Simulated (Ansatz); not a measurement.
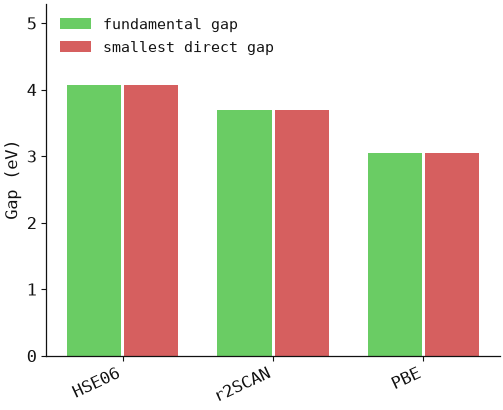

Gaps of MgS, space group F-43m, 2 atoms in the cell, zincblende type, hydrostatic strain +3.0%, at several levels of theory on one cell (Ansatz, plane waves and PAW; edges over the mesh and the special points).

### How does the gap depend on the level, and does its kind change?

In rising order: PBE 3.04 eV, r2SCAN 3.69 eV and HSE06 4.07 eV. It is direct at every level.
